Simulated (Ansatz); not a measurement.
## Ta$_{2}$N: geometry relaxation (part 2 of 2)

Continued. System: Ta$_{2}$N (P-31m, 9 atoms in the cell). Method: DFT PBEsol, scalar-relativistic, plane waves, PAW, no spin polarisation (Ansatz 0.2.0); cutoff 420 eV, 12×12×8 k-mesh, Gaussian smearing of 0.1 eV. The structure derives from a Materials Project entry.

Geometry of the input (Å; fractional positions):
```
5.2966  0.0000  0.0000
-2.6483  4.5870  0.0000
0.0000  0.0000  4.9392
Ta 0.6664  0.6664  0.7536
Ta -0.0000  0.3336  0.7536
Ta 0.3336  0.0000  0.7536
Ta 0.3336  0.3336  0.2464
Ta -0.0000  0.6664  0.2464
Ta 0.6664  0.0000  0.2464
N  0.6667  0.3333  0.5000
N  0.3333  0.6667  0.5000
N  0.0000  0.0000  0.0000
```

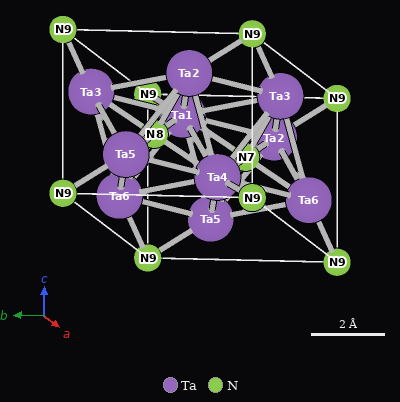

**Figure 1.** The geometry at step 3 of the log (ball-and-stick view of the cell of the calculation, seen at an oblique angle; atoms are numbered from 1 in the order of the input).

Output, continued:
```
SCF iter   1: F=—  HF=-59983.942533 eV  |F-HF|=—  |Δ(HF+E_count)|=         —  Δρ=9.99e-5  dr2=2.39e-5  ethr=2.69e-8  ⟨swp⟩=2.5  Hψ=31276  notcnv=0
preconditioner: auto → Kerker (q_TF=auto, 2.623 Å⁻¹)  [metal: Δε(μ)=0.007 eV  Ē_g=8.018 eV  σ=0.100 eV  W_gap=0.04  n_scr=28 (ndim 8)  ℏωp=22.9 eV  f_vac=0.000  D(μ)=2.69/eV (n_scr^D=20)]
SCF iter   2: F=—  HF=-59983.942551 eV  |F-HF|=—  |Δ(HF+E_count)|=   1.73e-5  Δρ=3.60e-5  dr2=4.69e-6  ethr=2.57e-8  ⟨swp⟩=2.0  Hψ=9265  notcnv=0
SCF iter   3: F=—  HF=-59983.942549 eV  |F-HF|=—  |Δ(HF+E_count)|=   2.01e-6  Δρ=1.59e-5  dr2=1.12e-6  ethr=5.04e-9  ⟨swp⟩=2.2  Hψ=8895  notcnv=0
SCF iter   4: F=—  HF=-59983.942548 eV  |F-HF|=—  |Δ(HF+E_count)|=   3.19e-7  Δρ=4.05e-6  dr2=1.31e-8  ethr=1.20e-9  ⟨swp⟩=2.0  Hψ=9833  notcnv=0
SCF iter   5: F=-59983.942548 eV  HF=-59983.942548 eV  |F-HF|=3.11e-9  |Δ(HF+E_count)|=   1.94e-9  Δρ=1.87e-6  dr2=3.84e-9  ethr=1.03e-11  ⟨swp⟩=4.7  Hψ=23815  notcnv=0
the search or the solves at the SCF's close seem to have found levels that the self-consistency loop had missed (the run counts 1). By its estimate they hold under 1e-12 electrons; where the run keeps them, the occupations were computed again with them
SCF 6 converged in 5 iterations: F = -59983.942548 eV  dr2 = 3.84e-9
relax step   6: F+E_penalty+E_count = -59983.94254843 eV  Δ(F+E_penalty+E_count) = -1.257e-5 eV  max|allowed force component| = 2.819e-4 eV/Å  Δτ_max = 0.0004 Å  P = -0.000 GPa  Ω = 117.894 Å³  energy of the carried Pulay correction = +3.883e-3 eV  (5 SCF iters, dr2 threshold 9.54e-9 eV, accepted)
Initial wavefunctions: pseudopotential atomic-orbital guess (no wavefunctions were taken with the density)
iter 1 solved again at ethr=5.72e-8 eV; its pass at ethr=3.10e-3 eV (dr2=5.32e-5 eV) is discarded
SCF iter   1: F=—  HF=-59983.939001 eV  |F-HF|=—  |Δ(HF+E_count)|=         —  Δρ=7.48e-5  dr2=1.06e-6  ethr=5.72e-8  ⟨swp⟩=4.0  Hψ=49516  notcnv=0
SCF iter   2: F=—  HF=-59983.939021 eV  |F-HF|=—  |Δ(HF+E_count)|=   2.07e-5  Δρ=3.77e-5  dr2=2.14e-7  ethr=1.14e-9  ⟨swp⟩=2.0  Hψ=10161  notcnv=0
SCF iter   3: F=—  HF=-59983.939022 eV  |F-HF|=—  |Δ(HF+E_count)|=   2.24e-7  Δρ=1.03e-5  dr2=1.56e-8  ethr=2.30e-10  ⟨swp⟩=2.4  Hψ=8975  notcnv=0
SCF iter   4: F=—  HF=-59983.939022 eV  |F-HF|=—  |Δ(HF+E_count)|=   1.70e-8  Δρ=4.75e-7  dr2=1.48e-10  ethr=1.67e-11  ⟨swp⟩=2.0  Hψ=9057  notcnv=0
SCF iter   5: F=-59983.939022 eV  HF=-59983.939022 eV  |F-HF|=7.28e-12  |Δ(HF+E_count)|=  3.64e-11  Δρ=1.31e-7  dr2=2.53e-11  ethr=1.00e-12  ⟨swp⟩=7.5  Hψ=26247  notcnv=0
SCF 7 converged in 5 iterations: F = -59983.939022 eV  dr2 = 2.53e-11
relax step   7: F+E_penalty+E_count = -59983.93902155 eV  Δ(F+E_penalty+E_count) = +3.527e-3 eV  max|allowed force component| = 2.842e-4 eV/Å  Δτ_max = 0.0000 Å  P = -0.049 GPa  Ω = 117.894 Å³  stress off target by 4.93e-2 GPa  SCF on the basis re-selected at this cell (its energy is not comparable with the rows above)  (5 SCF iters)
basis re-selected at this cell: Δ(F+E_penalty+E_count) = +3.527e-3 eV, ΔP = -0.049 GPa vs the last step (what re-selecting the basis moved, of the pressure what is left beyond the Pulay correction that the steps carried, after the strain that the cell walked since its last selection, with what the two solves' SCF thresholds leave and, on support functions, any second-order correction that the steps lacked; it is no measure of the basis error at this ecutwfc). This SCF's stress stands 4.93e-2 GPa from its target on what of the cell is left free (relax.cell.stress_tol is 5.00e-2 GPa) and its largest allowed force component is 2.84e-4 eV/Å (relax.f_tol is 5.00e-3 eV/Å): within both
SCF converged after 5 iterations
Free energy (F): -59983.939022 eV
Harris-Foulkes:  -59983.939022 eV  (|F-HF|=7.28e-12)
Internal energy: -59983.925554 eV  (E = F + TS)
E sigma→0 (E₀):  -59983.932288 eV
Entropy (-TS):   -0.013467 eV (-1.496 meV/atom)
Fermi energy:    20.095091 eV
--- Per-component energies (eV) ---
  E_band       = -480.385468
  E_kinetic    = 2602.646486
  E_local      = -3592.819244  (includes V_loc(G=0)·N_el)
  E_nonlocal   = 239.865782
  E_hartree    = 1240.661427
  E_xc         = -1486.816870
  E_vxc        = -1459.215712  (∫ρ·V_xc dr)
  E_paw        = -50004.940034  (= ΣΔE_a)
  E_vpaw       = -752.186735  (= ΣTr[D̂ρ^β])
  E_aug_tail   = 0.001243  (compensation charges beyond the density's cutoff)
  E_ewald      = -8983.890519
  E_core_change = 1.366175  (= ΣΔE_core)
  E_smearing   = -0.013467  (= −TS)
  E_closure    = 0.000000  (closes the sum)
  Σ components = -59983.939022   (vs F -59983.939022, Δ=0.00e0)
--- Forces (eV/Å), atoms counted from 1 ---
  atom   1  Ta    -0.00000401    -0.00000694    -0.00028420
  atom   2  Ta    -0.00000401     0.00000694    -0.00028420
  atom   3  Ta     0.00000801    -0.00000000    -0.00028420
  atom   4  Ta     0.00000401     0.00000694     0.00028420
  atom   5  Ta     0.00000401    -0.00000694     0.00028420
  atom   6  Ta    -0.00000801     0.00000000     0.00028420
  atom   7  N     -0.00000000     0.00000000     0.00000000
  atom   8  N      0.00000000    -0.00000000    -0.00000000
  atom   9  N     -0.00000000     0.00000000     0.00000000
  max |Σ_I F_I| component: 2.44e-18 eV/Å
--- Stress (GPa, compression-positive) ---
       -0.049280      -0.000000      -0.000000
        0.000000      -0.049280       0.000000
       -0.000000       0.000000      -0.048584
  P = ⅓ Tr σ = -0.0490 GPa (-0.490 kbar)
--- Band table (eV; the first three rows and the last of 131) ---
  k-point 0: bands = ["-48.2202", "-48.1388", "-48.1239", "-48.1239", "-48.1235", "-48.1235", "-15.5766", "-15.1704", "-14.9925", "-14.9925", "-14.9759", "-14.9759", "-14.9311", "-14.8419", "-14.8073", "-14.7054", "-14.7054", "-14.6852", "-14.6852", "-14.4120", "-14.4120", "-14.3042", "-14.3042", "-14.2561", "2.2390", "3.7040", "4.3496", "11.4048", "12.7894", "12.7894", "13.0519", "13.0519", "13.7192", "13.7192", "13.8340", "14.0455", "14.1493", "16.8843", "17.3957", "17.3957", "18.0802", "18.0802", "18.4494", "19.2433", "19.6075", "19.6075", "19.7208", "19.9659", "19.9659", "20.8029", "20.8029", "21.8574", "21.8574", "23.0737", "23.1260", "23.7118"]
  k-point 1: bands = ["-48.2171", "-48.1419", "-48.1242", "-48.1242", "-48.1232", "-48.1232", "-15.5443", "-15.1577", "-15.0908", "-15.0908", "-14.9147", "-14.9070", "-14.9070", "-14.8621", "-14.8211", "-14.7506", "-14.7506", "-14.6153", "-14.6153", "-14.4036", "-14.4036", "-14.3042", "-14.3042", "-14.2922", "2.3200", "3.7107", "4.2713", "11.4566", "12.3448", "12.3448", "13.4161", "13.4161", "13.6387", "13.7786", "13.7786", "13.8127", "14.6564", "16.9721", "17.4778", "17.4778", "18.0710", "18.0710", "18.3887", "19.1232", "19.3585", "19.3585", "19.6951", "20.1840", "20.1840", "21.0325", "21.0325", "21.7826", "21.7826", "22.6475", "23.1753", "23.6090"]
  k-point 2: bands = ["-48.2084", "-48.1507", "-48.1245", "-48.1245", "-48.1228", "-48.1228", "-15.4530", "-15.1842", "-15.1842", "-15.1214", "-14.9302", "-14.9263", "-14.9263", "-14.8598", "-14.8580", "-14.7140", "-14.7140", "-14.5526", "-14.5526", "-14.3903", "-14.3847", "-14.3847", "-14.3008", "-14.3008", "2.5492", "3.7271", "4.0484", "11.6000", "11.8873", "11.8873", "13.2520", "13.4372", "13.4372", "13.7639", "14.1687", "14.1687", "15.3474", "17.2076", "17.6497", "17.6497", "18.0961", "18.0961", "18.2529", "18.8026", "19.0256", "19.0256", "19.4789", "20.5022", "20.5022", "21.5169", "21.5169", "21.7498", "21.7498", "21.8813", "23.1731", "23.1731"]
  k-point 130: bands = ["-48.1641", "-48.1641", "-48.1639", "-48.1212", "-48.1204", "-48.1204", "-15.3060", "-15.3060", "-15.2334", "-15.0141", "-14.9185", "-14.9185", "-14.8973", "-14.8973", "-14.8630", "-14.6688", "-14.6046", "-14.6046", "-14.5501", "-14.5501", "-14.4680", "-14.3473", "-14.2999", "-14.2999", "3.4346", "3.4346", "3.4814", "11.5679", "11.8175", "11.8175", "13.3212", "13.3212", "13.8674", "14.0647", "14.2754", "14.2754", "15.8812", "16.2417", "16.2417", "16.6205", "17.1535", "17.1535", "18.2510", "18.2510", "18.5796", "20.1597", "20.1597", "20.8251", "21.8212", "22.2476", "22.2476", "22.6842", "22.6842", "22.7572", "23.5593", "23.5593"]
--- Relaxed structure (6 steps of the walk, 6 accepted, 1 SCFs on fresh bases) ---
  F+E_penalty+E_count = -59983.93902155 eV   max|allowed force component| = 2.842e-4 eV/Å   (the final SCF, on the basis selected at the relaxed cell)
  cell:  # Å, volume = 117.8936 Å³
    - [5.264097588626243, -1.3787502927904923e-34, 1.1030002342323938e-33]
    - [-2.6320487943131217, 4.558842239750732, 2.693974184681648e-34]
    - [4.178584352836239e-34, 1.75982687167526e-33, 4.912602405582914]
  atoms:
    - { symbol: Ta, position: [0.6668041045213448, 0.6668041045213446, 0.7527922811990632] }
    - { symbol: Ta, position: [-2.7755575615628914e-17, 0.33319589547865525, 0.7527922811990632] }
    - { symbol: Ta, position: [0.3331958954786553, -4.202059814889082e-20, 0.7527922811990632] }
    - { symbol: Ta, position: [0.33319589547865525, 0.33319589547865525, 0.24720771880093673] }
    - { symbol: Ta, position: [-1.1102230246251565e-16, 0.6668041045213446, 0.24720771880093673] }
    - { symbol: Ta, position: [0.6668041045213449, -4.202059814889064e-20, 0.24720771880093673] }
    - { symbol: N, position: [0.6666666666666666, 0.3333333333333333, 0.5] }
    - { symbol: N, position: [0.3333333333333333, 0.6666666666666666, 0.5] }
    - { symbol: N, position: [1.734016850027585e-21, -4.2020598148890523e-20, 5.957246829472909e-36] }
```

Trajectory as extended XYZ (Å, eV, eV/Å), 7 frames, from step=1 to step=7:
```
9
Lattice="5.2966 0.0000 0.0000 -2.6483 4.5870 0.0000 0.0000 0.0000 4.9392" Properties=species:S:1:pos:R:3:forces:R:3 step=1 energy=-59983.90143 pressure_GPa=-5.29
Ta    1.7647    3.0566    3.7223    0.0141   0.0245  -0.1345
Ta   -0.8836    1.5304    3.7223    0.0141  -0.0245  -0.1345
Ta    1.7671    0.0000    3.7223   -0.0282   0.0000  -0.1345
Ta    0.8836    1.5304    1.2169   -0.0141  -0.0245   0.1345
Ta   -1.7647    3.0566    1.2169   -0.0141   0.0245   0.1345
Ta    3.5294    0.0000    1.2169    0.0282   0.0000   0.1345
N     2.6483    1.5290    2.4696    0.0000   0.0000   0.0000
N     0.0000    3.0580    2.4696    0.0000   0.0000   0.0000
N     0.0000    0.0000    0.0000    0.0000   0.0000   0.0000
9
Lattice="5.2346 0.0000 0.0000 -2.6173 4.5333 0.0000 0.0000 0.0000 4.8894" Properties=species:S:1:pos:R:3:forces:R:3 step=2 energy=-59983.91679 pressure_GPa=5.03
Ta    1.7449    3.0222    3.6832   -0.0092  -0.0160  -0.0513
Ta   -0.8724    1.5111    3.6832   -0.0092   0.0160  -0.0513
Ta    1.7449    0.0000    3.6832    0.0184   0.0000  -0.0513
Ta    0.8724    1.5111    1.2062    0.0092   0.0160   0.0513
Ta   -1.7449    3.0222    1.2062    0.0092  -0.0160   0.0513
Ta    3.4897    0.0000    1.2062   -0.0184   0.0000   0.0513
N     2.6173    1.5111    2.4447    0.0000   0.0000   0.0000
N     0.0000    3.0222    2.4447    0.0000   0.0000   0.0000
N     0.0000    0.0000    0.0000    0.0000   0.0000   0.0000
9
Lattice="5.2642 0.0000 0.0000 -2.6321 4.5590 0.0000 0.0000 0.0000 4.9165" Properties=species:S:1:pos:R:3:forces:R:3 step=3 energy=-59983.94071 pressure_GPa=-0.18
Ta    1.7569    3.0430    3.6973   -0.0266  -0.0460   0.0860
Ta   -0.8752    1.5160    3.6973   -0.0266   0.0460   0.0860
Ta    1.7505    0.0000    3.6973    0.0532   0.0000   0.0860
Ta    0.8752    1.5160    1.2191    0.0266   0.0460  -0.0860
Ta   -1.7569    3.0430    1.2191    0.0266  -0.0460  -0.0860
Ta    3.5137    0.0000    1.2191   -0.0532   0.0000  -0.0860
N     2.6321    1.5197    2.4582    0.0000   0.0000   0.0000
N     0.0000    3.0393    2.4582    0.0000   0.0000   0.0000
N     0.0000    0.0000    0.0000    0.0000   0.0000   0.0000
9
Lattice="5.2664 0.0000 0.0000 -2.6332 4.5608 0.0000 0.0000 0.0000 4.9098" Properties=species:S:1:pos:R:3:forces:R:3 step=4 energy=-59983.94234 pressure_GPa=-0.10
Ta    1.7556    3.0408    3.6969    0.0019   0.0034  -0.0245
Ta   -0.8776    1.5200    3.6969    0.0019  -0.0034  -0.0245
Ta    1.7551    0.0000    3.6969   -0.0039   0.0000  -0.0245
Ta    0.8776    1.5200    1.2129   -0.0019  -0.0034   0.0245
Ta   -1.7556    3.0408    1.2129   -0.0019   0.0034   0.0245
Ta    3.5112    0.0000    1.2129    0.0039   0.0000   0.0245
N     2.6332    1.5203    2.4549    0.0000   0.0000   0.0000
N     0.0000    3.0405    2.4549    0.0000   0.0000   0.0000
N     0.0000    0.0000    0.0000    0.0000   0.0000   0.0000
9
Lattice="5.2643 0.0000 0.0000 -2.6322 4.5590 0.0000 0.0000 0.0000 4.9120" Properties=species:S:1:pos:R:3:forces:R:3 step=5 energy=-59983.94254 pressure_GPa=0.01
Ta    1.7550    3.0398    3.6974    0.0049   0.0085   0.0124
Ta   -0.8771    1.5193    3.6974    0.0049  -0.0085   0.0124
Ta    1.7543    0.0000    3.6974   -0.0098   0.0000   0.0124
Ta    0.8771    1.5193    1.2146   -0.0049  -0.0085  -0.0124
Ta   -1.7550    3.0398    1.2146   -0.0049   0.0085  -0.0124
Ta    3.5100    0.0000    1.2146    0.0098   0.0000  -0.0124
N     2.6322    1.5197    2.4560    0.0000   0.0000   0.0000
N     0.0000    3.0394    2.4560    0.0000   0.0000   0.0000
N     0.0000    0.0000    0.0000    0.0000   0.0000   0.0000
9
Lattice="5.2641 0.0000 0.0000 -2.6320 4.5588 0.0000 0.0000 0.0000 4.9126" Properties=species:S:1:pos:R:3:forces:R:3 step=6 energy=-59983.94255 pressure_GPa=-0.00
Ta    1.7551    3.0399    3.6982    0.0000   0.0000  -0.0003
Ta   -0.8770    1.5190    3.6982    0.0000   0.0000  -0.0003
Ta    1.7540    0.0000    3.6982    0.0000   0.0000  -0.0003
Ta    0.8770    1.5190    1.2144    0.0000   0.0000   0.0003
Ta   -1.7551    3.0399    1.2144    0.0000   0.0000   0.0003
Ta    3.5101    0.0000    1.2144    0.0000   0.0000   0.0003
N     2.6320    1.5196    2.4563    0.0000   0.0000   0.0000
N     0.0000    3.0392    2.4563    0.0000   0.0000   0.0000
N     0.0000    0.0000    0.0000    0.0000   0.0000   0.0000
9
Lattice="5.2641 0.0000 0.0000 -2.6320 4.5588 0.0000 0.0000 0.0000 4.9126" Properties=species:S:1:pos:R:3:forces:R:3 step=7 energy=-59983.93902 pressure_GPa=-0.05
Ta    1.7551    3.0399    3.6982    0.0000   0.0000  -0.0003
Ta   -0.8770    1.5190    3.6982    0.0000   0.0000  -0.0003
Ta    1.7540    0.0000    3.6982    0.0000   0.0000  -0.0003
Ta    0.8770    1.5190    1.2144    0.0000   0.0000   0.0003
Ta   -1.7551    3.0399    1.2144    0.0000   0.0000   0.0003
Ta    3.5101    0.0000    1.2144    0.0000   0.0000   0.0003
N     2.6320    1.5196    2.4563    0.0000   0.0000   0.0000
N     0.0000    3.0392    2.4563    0.0000   0.0000   0.0000
N     0.0000    0.0000    0.0000    0.0000   0.0000   0.0000
```

Key numbers:

| quantity | value |
| --- | --- |
| outcome | converged |
| space group (tolerance 0.01 Å) | P-31m (162) |
| electrons treated | 93 |
| free energy | −59983.9390 eV |
| Fermi energy | 20.095 eV |
| gap on the k-point mesh | none (metallic) |
| pressure | −0.05 GPa |
| final volume | 117.89 Å³ |
| largest force (length of the vector) at the end | under 0.001 eV/Å |
| final cell | a = 5.264 Å, b = 5.264 Å, c = 4.913 Å, α = 90.00°, β = 90.00°, γ = 120.00° |
| hardware | 2 threads of Oxide Virtual Turin-like (Zen 5), 32 GiB of memory available, shared host |
| wall time | 2.2 min (CPU time 4.3 min) |
| peak memory | 0.93 GiB |

Remarks:

Spin–orbit coupling is left out, which matters for Ta. The cell holds an odd number of electrons but the run has no spin polarisation, so a band is left half filled.
